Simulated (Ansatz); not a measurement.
Geometry relaxation of Si₅C (part 3 of 3)

Continued. System: Si₅C (P-62m, 6 atoms in the cell). Method: DFT PBE, scalar-relativistic, plane waves, PAW, no spin polarisation (Ansatz 0.2.0); cutoff 420 eV, 12×12×10 k-mesh, Gaussian smearing of 0.1 eV. The structure was made by a generator, so it may or may not be a known phase.

Geometry of the input (Å; fractional positions):
```
4.5290  0.0000  0.0000
-2.2645  3.9223  0.0000
0.0000  0.0000  4.3305
Si 0.3333  0.6667  0.0000
Si 0.6667  0.3333  0.0000
Si 0.6766  0.6766  0.5000
Si 0.3234  0.0000  0.5000
Si -0.0000  0.3234  0.5000
C  0.0000  0.0000  0.0000
```

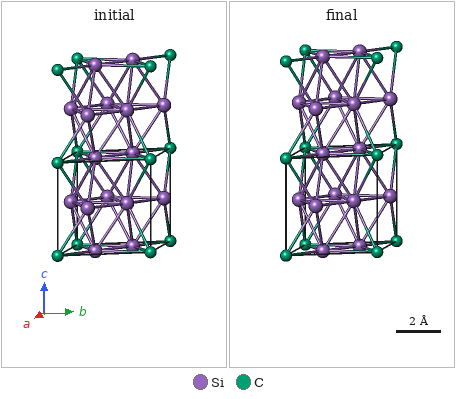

Before (left) and after (right) the relaxation, at one scale (ball-and-stick view of the cell of the calculation, repeated 1 × 1 × 2, seen slightly off an axis). The largest moves relative to the cell, 0.012 Å, are those of Si3, Si4 and Si5. C stays in place. The volume changes by +0.6 %, with a = b 4.529 → 4.444 Å (−1.9 %), c 4.330 → 4.524 Å (+4.5 %). Distances before and after: Si3–C6 2.614 → 2.687 Å, Si3–Si4 2.655 → 2.594 Å, Si1–Si3 2.653 → 2.713 Å, Si1–C6 2.615 → 2.566 Å. The space group stays P-62m (No. 189). Over 10 geometry steps the energy falls by 30.7 meV per cell of the calculation. The largest force component goes from 0.058 to 0.0001 eV/Å. The pressure goes from 0.14 to 0.00 GPa. The line search rejected the trial steps at points 4, 5, 7 (counted from 0) and went back. The basis was re-selected once at an unchanged geometry, which shifts the energy a little without any move. The energy change given includes the shifts at the re-selections in mid-walk, which come without any move. A last SCF at the same geometry on a re-selected plane-wave basis shifts the energy by next to nothing (0.0 meV per cell of the calculation). (Atoms are counted from 1 in the order of the input.)

```
basis re-selected at this cell: Δ(F+E_penalty+E_count) = -1.424e-5 eV, ΔP = +0.000 GPa vs the last step (what re-selecting the basis moved, of the pressure what is left beyond the Pulay correction that the steps carried, after the strain that the cell walked since its last selection, with what the two solves' SCF thresholds leave and, on support functions, any second-order correction that the steps lacked; it is no measure of the basis error at this ecutwfc). This SCF's stress stands 6.24e-3 GPa from its target on what of the cell is left free (relax.cell.stress_tol is 5.00e-2 GPa) and its largest allowed force component is 1.03e-4 eV/Å (relax.f_tol is 1.00e-2 eV/Å): within both
SCF converged after 8 iterations
Free energy (F): -3423.401934 eV
Harris-Foulkes:  -3423.401934 eV  (|F-HF|=4.55e-13)
Internal energy: -3423.391496 eV  (E = F + TS)
E sigma→0 (E₀):  -3423.396715 eV
Entropy (-TS):   -0.010438 eV (-1.740 meV/atom)
Fermi energy:    10.914230 eV
--- Per-component energies (eV) ---
  E_band       = 120.473581
  E_kinetic    = 287.518567
  E_local      = -48.549514  (includes V_loc(G=0)·N_el)
  E_nonlocal   = 154.248117
  E_hartree    = 19.663183
  E_xc         = -327.454886
  E_vxc        = -297.870445  (∫ρ·V_xc dr)
  E_paw        = -2658.473656  (= ΣΔE_a)
  E_vpaw       = -14.199545  (= ΣTr[D̂ρ^β])
  E_aug_tail   = 0.000036  (compensation charges beyond the density's cutoff)
  E_ewald      = -850.343343
  E_smearing   = -0.010438  (= −TS)
  E_closure    = -0.000000  (closes the sum)
  Σ components = -3423.401934   (vs F -3423.401934, Δ=0.00e0)
--- Forces (eV/Å), atoms counted from 1 ---
  atom   1  Si     0.00000000     0.00000000    -0.00000000
  atom   2  Si     0.00000000    -0.00000000     0.00000000
  atom   3  Si     0.00005154     0.00008927     0.00000000
  atom   4  Si    -0.00010308    -0.00000000     0.00000000
  atom   5  Si     0.00005154    -0.00008927     0.00000000
  atom   6  C     -0.00000000     0.00000000    -0.00000000
  max |Σ_I F_I| component: 1.97e-16 eV/Å
--- Stress (GPa, compression-positive) ---
        0.006240       0.000000      -0.000000
        0.000000       0.006240       0.000000
       -0.000000       0.000000      -0.000237
  P = ⅓ Tr σ = 0.0041 GPa (0.041 kbar)
--- Band table (eV; the first three rows and the last of 114) ---
  k-point 0: bands = ["-4.1571", "1.5813", "3.5163", "4.0707", "5.1388", "5.4539", "5.4539", "5.8222", "5.8222", "9.3619", "10.4164", "10.4164", "10.5606", "11.7691", "11.9637", "11.9637", "12.2021", "12.3017"]
  k-point 1: bands = ["-4.0884", "1.0350", "3.6519", "4.6481", "5.2032", "5.5192", "5.5192", "5.8851", "5.8851", "8.7684", "10.1430", "10.1430", "10.7385", "10.9260", "10.9260", "11.2348", "13.3450", "13.4232"]
  k-point 2: bands = ["-3.8826", "0.0787", "3.8318", "5.3936", "5.7133", "5.7133", "5.9012", "6.0727", "6.0727", "7.9354", "9.5062", "9.5062", "9.6437", "9.8466", "9.8466", "12.3023", "14.7282", "14.7282"]
  k-point 113: bands = ["-0.1435", "0.6786", "0.6786", "0.8099", "1.1089", "1.1089", "8.6482", "9.7127", "9.8446", "9.8446", "10.1501", "10.1501", "12.0366", "13.9841", "14.2611", "14.2611", "14.4262", "14.4262"]
--- Relaxed structure (11 steps of the walk, 8 accepted, 2 SCFs on fresh bases) ---
  F+E_penalty+E_count = -3423.40193378 eV   max|allowed force component| = 1.031e-4 eV/Å   (the final SCF, on the basis selected at the relaxed cell)
  cell:  # Å, volume = 77.3859 Å³
    - [4.444434178138946, 3.1311308311364074e-18, -1.2305643218596076e-33]
    - [-2.222217089069473, 3.8489929037161397, 2.322662552914249e-35]
    - [-1.1766192185929616e-33, -6.5367734366275645e-34, 4.523747365011066]
  atoms:
    - { symbol: Si, position: [0.3333333333333333, 0.6666666666666667, 2.1382117680737565e-50] }
    - { symbol: Si, position: [0.6666666666666667, 0.3333333333333333, 2.1382117680737565e-50] }
    - { symbol: Si, position: [0.6737757685355856, 0.6737757685355859, 0.49999999999999994] }
    - { symbol: Si, position: [0.3262242314644143, -3.465340386138092e-20, 0.49999999999999994] }
    - { symbol: Si, position: [1.748276548411547e-34, 0.3262242314644143, 0.49999999999999994] }
    - { symbol: C, position: [1.8024154592898998e-19, 2.533872162041103e-20, 0.0] }
```

### Trajectory as extended XYZ (Å, eV, eV/Å), 13 frames, from step=1 to step=13
```
6
Lattice="4.5290 0.0000 0.0000 -2.2645 3.9223 0.0000 0.0000 0.0000 4.3305" Properties=species:S:1:pos:R:3:forces:R:3 step=1 energy=-3423.37126 pressure_GPa=0.14
Si    0.0000    2.6148    0.0000    0.0000   0.0000   0.0000
Si    2.2645    1.3074    0.0000    0.0000   0.0000   0.0000
Si    1.5321    2.6537    2.1652    0.0292   0.0506   0.0000
Si    1.4648    0.0000    2.1652   -0.0584   0.0000   0.0000
Si   -0.7324    1.2685    2.1652    0.0292  -0.0506   0.0000
C     0.0000    0.0000    0.0000    0.0000   0.0000   0.0000
6
Lattice="4.5263 0.0000 0.0000 -2.2632 3.9199 0.0000 0.0000 0.0000 4.3409" Properties=species:S:1:pos:R:3:forces:R:3 step=2 energy=-3423.37252 pressure_GPa=0.03
Si    0.0000    2.6133    0.0000    0.0000   0.0000   0.0000
Si    2.2632    1.3066    0.0000    0.0000   0.0000   0.0000
Si    1.5322    2.6539    2.1705    0.0147   0.0254   0.0000
Si    1.4619    0.0000    2.1705   -0.0293   0.0000   0.0000
Si   -0.7310    1.2660    2.1705    0.0147  -0.0254   0.0000
C     0.0000    0.0000    0.0000    0.0000   0.0000   0.0000
6
Lattice="4.5206 0.0000 0.0000 -2.2603 3.9149 0.0000 0.0000 0.0000 4.3542" Properties=species:S:1:pos:R:3:forces:R:3 step=3 energy=-3423.37446 pressure_GPa=-0.02
Si    0.0000    2.6100    0.0000    0.0000   0.0000   0.0000
Si    2.2603    1.3050    0.0000    0.0000   0.0000   0.0000
Si    1.5305    2.6509    2.1771    0.0047   0.0081   0.0000
Si    1.4596    0.0000    2.1771   -0.0093   0.0000   0.0000
Si   -0.7298    1.2640    2.1771    0.0047  -0.0081   0.0000
C     0.0000    0.0000    0.0000    0.0000   0.0000   0.0000
6
Lattice="4.4943 0.0000 0.0000 -2.2471 3.8921 0.0000 0.0000 0.0000 4.4126" Properties=species:S:1:pos:R:3:forces:R:3 step=4 energy=-3423.38444 pressure_GPa=-0.03
Si    0.0000    2.5948    0.0000    0.0000   0.0000   0.0000
Si    2.2471    1.2974    0.0000    0.0000   0.0000   0.0000
Si    1.5227    2.6374    2.2063   -0.0459  -0.0795   0.0000
Si    1.4489    0.0000    2.2063    0.0918   0.0000   0.0000
Si   -0.7244    1.2547    2.2063   -0.0459   0.0795   0.0000
C     0.0000    0.0000    0.0000    0.0000   0.0000   0.0000
6
Lattice="4.3901 0.0000 0.0000 -2.1950 3.8019 0.0000 0.0000 0.0000 4.6248" Properties=species:S:1:pos:R:3:forces:R:3 step=5 energy=-3423.37311 pressure_GPa=0.64 accepted=F
Si    0.0000    2.5346    0.0000    0.0000   0.0000   0.0000
Si    2.1950    1.2673    0.0000    0.0000   0.0000   0.0000
Si    1.4689    2.5443    2.3124    0.0492   0.0852   0.0000
Si    1.4522    0.0000    2.3124   -0.0984   0.0000   0.0000
Si   -0.7261    1.2577    2.3124    0.0492  -0.0852   0.0000
C     0.0000    0.0000    0.0000    0.0000   0.0000   0.0000
6
Lattice="4.4967 0.0000 0.0000 -2.2483 3.8942 0.0000 0.0000 0.0000 4.3958" Properties=species:S:1:pos:R:3:forces:R:3 step=6 energy=-3423.28076 pressure_GPa=0.52 accepted=F
Si    0.0000    2.5962    0.0000    0.0000   0.0000   0.0000
Si    2.2483    1.2981    0.0000    0.0000   0.0000   0.0000
Si    1.4760    2.5565    2.1979    0.3579   0.6199   0.0000
Si    1.5447    0.0000    2.1979   -0.7158   0.0000   0.0000
Si   -0.7723    1.3377    2.1979    0.3579  -0.6199   0.0000
C     0.0000    0.0000    0.0000    0.0000   0.0000   0.0000
6
Lattice="4.4739 0.0000 0.0000 -2.2370 3.8745 0.0000 0.0000 0.0000 4.4630" Properties=species:S:1:pos:R:3:forces:R:3 step=7 energy=-3423.39467 pressure_GPa=-0.19
Si    0.0000    2.5830    0.0000    0.0000   0.0000   0.0000
Si    2.2370    1.2915    0.0000    0.0000   0.0000   0.0000
Si    1.5090    2.6137    2.2315    0.0054   0.0093   0.0000
Si    1.4559    0.0000    2.2315   -0.0107   0.0000   0.0000
Si   -0.7279    1.2608    2.2315    0.0054  -0.0093   0.0000
C     0.0000    0.0000    0.0000    0.0000   0.0000   0.0000
6
Lattice="4.4128 0.0000 0.0000 -2.2064 3.8216 0.0000 0.0000 0.0000 4.5699" Properties=species:S:1:pos:R:3:forces:R:3 step=8 energy=-3423.39331 pressure_GPa=0.59 accepted=F
Si    0.0000    2.5477    0.0000    0.0000   0.0000   0.0000
Si    2.2064    1.2739    0.0000    0.0000   0.0000   0.0000
Si    1.4829    2.5685    2.2850    0.0110   0.0190   0.0000
Si    1.4469    0.0000    2.2850   -0.0220   0.0000   0.0000
Si   -0.7235    1.2531    2.2850    0.0110  -0.0190   0.0000
C     0.0000    0.0000    0.0000    0.0000   0.0000   0.0000
6
Lattice="4.4474 0.0000 0.0000 -2.2237 3.8515 0.0000 0.0000 0.0000 4.5165" Properties=species:S:1:pos:R:3:forces:R:3 step=9 energy=-3423.40078 pressure_GPa=-0.01
Si    0.0000    2.5677    0.0000    0.0000   0.0000   0.0000
Si    2.2237    1.2838    0.0000    0.0000   0.0000   0.0000
Si    1.4977    2.5941    2.2582    0.0095   0.0164   0.0000
Si    1.4520    0.0000    2.2582   -0.0189   0.0000   0.0000
Si   -0.7260    1.2574    2.2582    0.0095  -0.0164   0.0000
C     0.0000    0.0000    0.0000    0.0000   0.0000   0.0000
6
Lattice="4.4451 0.0000 0.0000 -2.2225 3.8496 0.0000 0.0000 0.0000 4.5212" Properties=species:S:1:pos:R:3:forces:R:3 step=10 energy=-3423.40087 pressure_GPa=0.01
Si    0.0000    2.5664    0.0000    0.0000   0.0000   0.0000
Si    2.2225    1.2832    0.0000    0.0000   0.0000   0.0000
Si    1.4978    2.5942    2.2606   -0.0023  -0.0039   0.0000
Si    1.4496    0.0000    2.2606    0.0046   0.0000   0.0000
Si   -0.7248    1.2554    2.2606   -0.0023   0.0039   0.0000
C     0.0000    0.0000    0.0000    0.0000   0.0000   0.0000
6
Lattice="4.4451 0.0000 0.0000 -2.2225 3.8496 0.0000 0.0000 0.0000 4.5212" Properties=species:S:1:pos:R:3:forces:R:3 step=11 energy=-3423.40192 pressure_GPa=0.02
Si    0.0000    2.5664    0.0000    0.0000   0.0000   0.0000
Si    2.2225    1.2832    0.0000    0.0000   0.0000   0.0000
Si    1.4978    2.5942    2.2606   -0.0022  -0.0038   0.0000
Si    1.4496    0.0000    2.2606    0.0044   0.0000   0.0000
Si   -0.7248    1.2554    2.2606   -0.0022   0.0038   0.0000
C     0.0000    0.0000    0.0000    0.0000   0.0000   0.0000
6
Lattice="4.4444 0.0000 0.0000 -2.2222 3.8490 0.0000 0.0000 0.0000 4.5237" Properties=species:S:1:pos:R:3:forces:R:3 step=12 energy=-3423.40192 pressure_GPa=0.00
Si    0.0000    2.5660    0.0000    0.0000   0.0000   0.0000
Si    2.2222    1.2830    0.0000    0.0000   0.0000   0.0000
Si    1.4973    2.5934    2.2619    0.0001   0.0001   0.0000
Si    1.4499    0.0000    2.2619   -0.0001   0.0000   0.0000
Si   -0.7249    1.2556    2.2619    0.0001  -0.0001   0.0000
C     0.0000    0.0000    0.0000    0.0000   0.0000   0.0000
6
Lattice="4.4444 0.0000 0.0000 -2.2222 3.8490 0.0000 0.0000 0.0000 4.5237" Properties=species:S:1:pos:R:3:forces:R:3 step=13 energy=-3423.40193 pressure_GPa=0.00
Si    0.0000    2.5660    0.0000    0.0000   0.0000   0.0000
Si    2.2222    1.2830    0.0000    0.0000   0.0000   0.0000
Si    1.4973    2.5934    2.2619    0.0001   0.0001   0.0000
Si    1.4499    0.0000    2.2619   -0.0001   0.0000   0.0000
Si   -0.7249    1.2556    2.2619    0.0001  -0.0001   0.0000
C     0.0000    0.0000    0.0000    0.0000   0.0000   0.0000
```

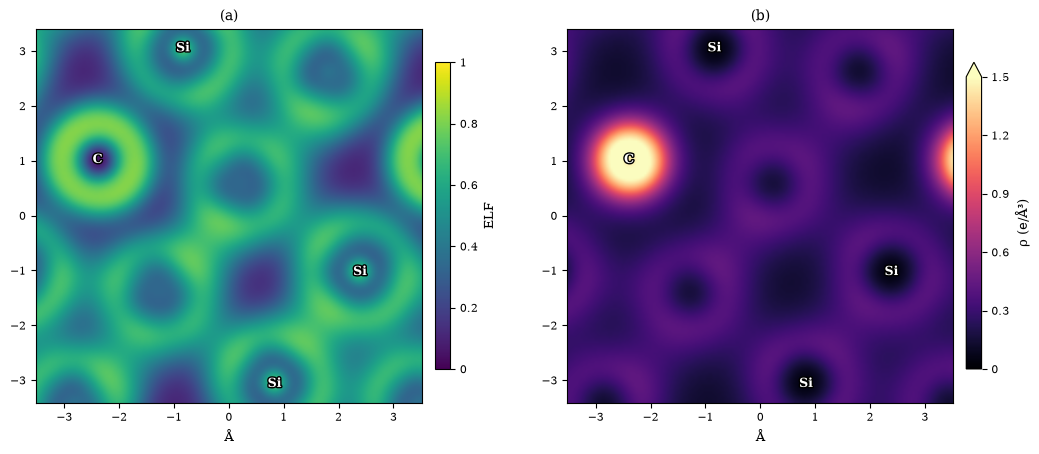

(a) electron localisation function; (b) valence pseudo-density on the (111) plane of the conventional cell. The section cuts through Si and C sites. Si–Si (2.57 Å): the density is about 0.36 e/Å³ at the midpoint, a local maximum along the line; the ELF peaks at about 0.75 between the atoms, which marks a shared electron pair. Away from the nuclei the density in this plane falls to 0.13 e/Å³ at its lowest. In a PAW calculation such maps are meaningful between the atoms, not at the nuclei.

### Key numbers

```tsv
quantity	value
outcome	converged
space group (tolerance 0.01 Å)	P-62m (189)
electrons treated	24
free energy	−3423.4019 eV
Fermi energy	10.914 eV
gap on the k-point mesh	none (metallic)
pressure	0.00 GPa
final volume	77.39 Å³
largest force (length of the vector) at the end	under 0.001 eV/Å
final cell	a = 4.444 Å, b = 4.444 Å, c = 4.524 Å, α = 90.00°, β = 90.00°, γ = 120.00°
hardware	1 thread of Intel Xeon @ 2.50GHz (Skylake/Cascade Lake), 189 GiB of memory available, shared host
wall time	6.9 min
peak memory	0.45 GiB
```
